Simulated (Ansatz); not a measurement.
The calculation's input:

```
crystal:
  lattice:
    - [-1.5411215293, 1.5411215293, 9.9615193677]
    - [1.5411215293, -1.5411215293, 9.9615193677]
    - [1.5411215293, 1.5411215293, -9.9615193677]
  atoms:
    - { symbol: Zn, position: [0.2180969463, 0.2180969463, 0.0] }
    - { symbol: Zn, position: [0.7819030537, 0.7819030537, 0.0] }
    - { symbol: Zn, position: [0.0, 0.0, 0.0] }
    - { symbol: Zn, position: [0.3910399875, 0.3910399875, 0.0] }
    - { symbol: Zn, position: [0.6089600125, 0.6089600125, 0.0] }
    - { symbol: O, position: [0.1088554368, 0.1088554368, 0.0] }
    - { symbol: O, position: [0.8911445632, 0.8911445632, 0.0] }
    - { symbol: O, position: [0.5, 0.5, 0.0] }
basis:
  ecutwfc: 420
kpoints:
  mp_grid: { grid: [14, 14, 14] }
  band_path:
    path:
      - [[0.0, 0.0, 0.0], [0.0, 0.0, 0.5], [0.25, 0.25, 0.25], [0.0, 0.5, 0.0], [0.0, 0.0, 0.0], [0.5, 0.5, -0.5], [0.2559836, 0.7440164, -0.2559836]]
      - [[-0.2559836, 0.2559836, 0.2559836], [0.0, 0.0, 0.0]]
      - [[0.0, 0.0, 0.5], [-0.0119672, 0.0119672, 0.5]]
      - [[0.5, 0.5, -0.0119672], [0.5, 0.5, -0.5]]
    npoints: 14
hamiltonian:
  xc: pbe
scf:
  occupations: { method: gaussian, width: 0.1 }
  n_extra_bands: 20
output:
  forces: true
  stress: true
  eigenvalues: true
  populations: true
  dos: { projected: true, de: 0.02, nscf_kmesh: { grid: [17, 17, 17] } }
  bader: true
  write_density: true
  write_potential: true
  elf: true
  volumetric_format: npy
```

Run with:

```sh
ansatz run input.yaml --threads 1 --pin off --max-ram 2560MiB --backend cpu --events-out ev --progress --plain --runs-dir out
```

Below, planes, directions and counts refer to the conventional cell (a = 3.08 Å, b = 3.08 Å, c = 19.92 Å, α = 90.00°, β = 90.00°, γ = 90.00°).

Space group I4/mmm; a generated structure, not necessarily the stable one.

Level of theory: DFT PBE, scalar-relativistic, plane waves, PAW in Ansatz 0.2.0.

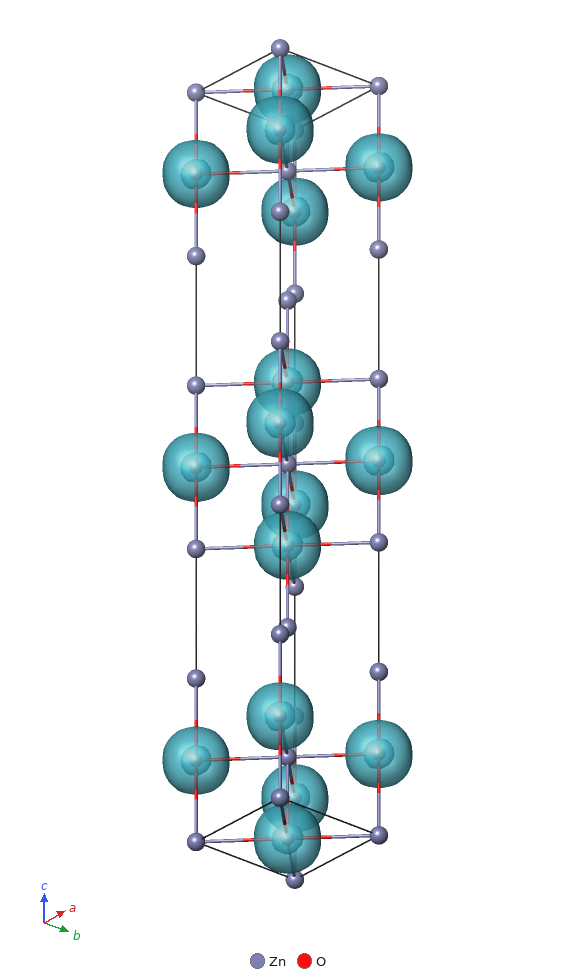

Zn$_{5}$O$_{3}$. Isosurface of the ELF at 0.7 (cyan), seen at an oblique angle. Only the valence region is drawn (cores and ρ < 0.01 e/Å³ removed). Sticks mark near contacts.

In a PAW calculation such maps are meaningful between the atoms, not at the nuclei.

Question: Where are the electrons localised?

Answer: At this value the surface marks out six regions wrapped around O (the valence shell of each), counted in one cell of 16 atoms. Any copies at cell faces, edges or corners count once.

Values along the shortest contacts:
Zn–O (2.17 Å): the ELF peaks at about 0.80 in the valence shell of O, 0.6 Å from its nucleus, and is about 0.15 at the midpoint; no localised pair shows between them.

Question: Does the calculation make it a metal, or give it a gap?

Answer: It is metallic or semimetallic at this level of theory: no gap opens.

Question: What Bader charges does the calculation give?

Answer: Electrons move from Zn towards O. Bader charges: Zn +0.15 to +1.24 and O −1.26 e.
